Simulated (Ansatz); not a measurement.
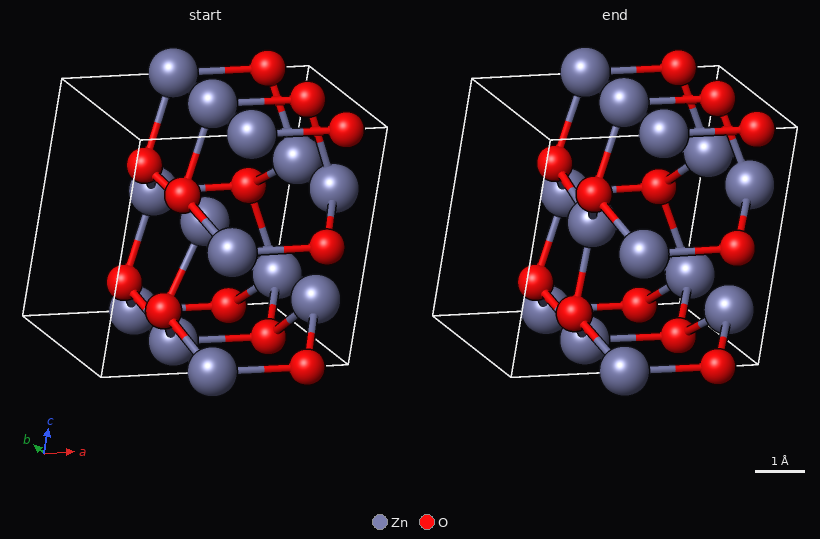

The structure of a defect cell of composition Zn8O7 (cell charge +1) before (left) and after (right) a relaxation, at one scale.

A ball-and-stick model of the cell of the calculation (origin shifted), seen slightly off an axis.

Case: O vacancy (site b), charge +1, atoms relaxed at the host's cell.

Level of theory: DFT PBE, scalar-relativistic, plane waves, PAW (Ansatz).

Input
```yaml
crystal:
  lattice:
    - [0.0, 0.0, 5.2932331742]
    - [6.5587815588, -1.0e-10, 0.0]
    - [-3.2793907794, 5.6800714478, 0.0]
  atoms:
    - { symbol: Zn, position: [0.5453026927, 0.3333333333, 0.1666666667], spin: 0.25 }
    - { symbol: Zn, position: [0.4962080075, 0.3318807697, 0.6659403849] }
    - { symbol: Zn, position: [0.4962080075, 0.8340596151, 0.1681192303] }
    - { symbol: Zn, position: [0.4962080075, 0.8340596151, 0.6659403849] }
    - { symbol: Zn, position: [-0.0062517503, 0.1777699059, 0.3222300941], spin: 0.25 }
    - { symbol: Zn, position: [-0.0062517503, 0.1777699059, 0.8555398117], spin: 0.25 }
    - { symbol: Zn, position: [-0.0062517503, 0.6444601883, 0.3222300941], spin: 0.25 }
    - { symbol: Zn, position: [-0.0031491557, 0.6666666667, 0.8333333333] }
    - { symbol: O, position: [0.8799510753, 0.3293223209, 0.6646611605] }
    - { symbol: O, position: [0.8799510753, 0.8353388395, 0.1706776791] }
    - { symbol: O, position: [0.8799510753, 0.8353388395, 0.6646611605] }
    - { symbol: O, position: [0.3776624373, 0.1710938735, 0.3289061265] }
    - { symbol: O, position: [0.3776624373, 0.1710938735, 0.842187747] }
    - { symbol: O, position: [0.3776624373, 0.657812253, 0.3289061265] }
    - { symbol: O, position: [0.377911565, 0.6666666667, 0.8333333333] }
  host:
    lattice:
      - [3.2793907794, 0.0, 0.0]
      - [-1.6396953897, 2.8400357239, 0.0]
      - [0.0, 0.0, 5.2932331742]
    atoms:
      - { symbol: Zn, position: [0.6666666667, 0.3333333333, 0.5006044116] }
      - { symbol: Zn, position: [0.3333333333, 0.6666666667, 0.0006044116] }
      - { symbol: O, position: [0.6666666667, 0.3333333333, 0.8797055884] }
      - { symbol: O, position: [0.3333333333, 0.6666666667, 0.3797055884] }
total_charge: 1
basis:
  ecutwfc: 420
  xc_grid: 2
kpoints:
  mp_grid: { grid: [4, 4, 4], shift: [0.0, 0.0, 0.0] }
hamiltonian:
  xc: pbe
scf:
  occupations: { method: gaussian, width: 0.01 }
output:
  forces: true
  stress: false
  eigenvalues: true
  populations: true
  charged_corrections:
    defect_position: [0.87970559, 0.33333333, 0.16666667]
    epsilon: [[10.5528, 0.0, 0.0], [0.0, 10.5528, 0.0], [0.0, 0.0, 11.5878]]
magnetization:
  spin_polarized: true
relax:
  adjacent_minimum: "off"
  f_tol: 0.025
  max_steps: 45
```

Command:
```bash
ansatz run input.yaml --threads 4 --pin off --max-ram 10240MiB --backend cpu --events-out ev --progress --plain --runs-dir out
```

What changed between the two?

Answer. The largest move is that of Zn1, 0.48 Å along −a. Largest moves by element: Zn 0.48 Å, O 0.06 Å. The lattice vectors keep their values. Near-neighbour distances that change, for instance: Zn1–O12 2.046 → 1.941 Å, Zn5–O10 2.040 → 1.966 Å, Zn5–O12 2.034 → 1.981 Å, Zn8–O15 2.017 → 1.982 Å. Bond angles that change, for instance: O12–Zn1–O13 102.6° → 116.2°, Zn5–O9–Zn6 118.0° → 104.7°, Zn1–O13–Zn6 113.6° → 104.0°. The energy falls by 0.629 eV per cell of the calculation in 5 geometry steps. The largest force component goes from 1.2 to 0.0053 eV/Å. The program noted that the starting moments weren't kept. Cost: 70 s on 4 threads of Oxide Virtual Turin-like Processor (Zen 5) (shared host), peak memory 0.89 GiB.

Limits of the set-up: the periodic images lie only 5.3 Å apart, so the values are limited by the cell's size; the cell is charged, on a uniform background, and energies carry no finite-size correction.
